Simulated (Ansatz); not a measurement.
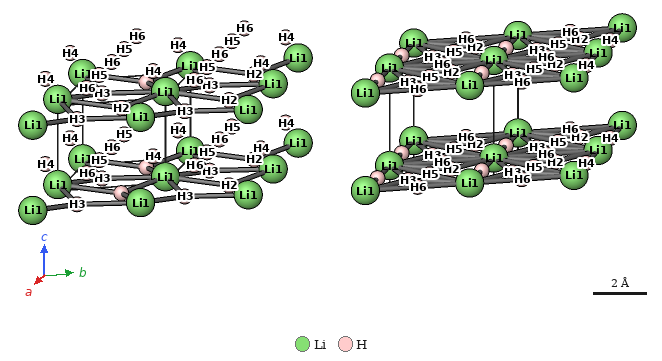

Two geometries of crystalline LiH5 (a generated structure, set up in P6mm) (coarse preliminary run), drawn at one scale. One is the start of a relaxation, the other its converged end. Style: ball-and-stick. Shown: the cell of the calculation, repeated 2 × 2 × 2 with one cell outlined, slightly off an axis.

The calculation used Ansatz 0.2.0, DFT PBE, scalar-relativistic, plane waves, PAW. (plane-wave cutoff 420 eV; k-point mesh 6 × 6 × 6; occupations gaussian; smearing width 0.1 eV; no spin polarisation; cell and atoms relaxed; force threshold 0.04 eV/Å; at most 70 steps)

Which of the two is the end point?

Answer. The right one is the relaxed one. After 19 accepted moves (21 points after the start) the energy has fallen by 4.202 eV per cell of the calculation. The largest force component goes from 0.3 to 0.033 eV/Å. The pressure goes from −13.83 to 0.15 GPa. The line search rejected the trial step at point 18 of the run. The SCF was repeated once at an unchanged geometry on a basis and grid sized afresh for the cell, which shifted the energy by 11.2 meV per cell of the calculation at most. The largest moves relative to the cell, 0.89 Å, are those of H2 and H3. H2 goes along +c. Largest moves by element: H 0.89 Å, Li 0.67 Å. The drawn cell changes as follows: a = b 4.258 → 4.122 Å (−3.2 %), c 3.312 → 3.790 Å (+14.5 %); the volume changes by +7.2 %. Some distances before and after: Li1–H4 2.494 → 2.061 Å, Li1–H2 2.466 → 2.380 Å. The space group stays P6mm (No. 183).
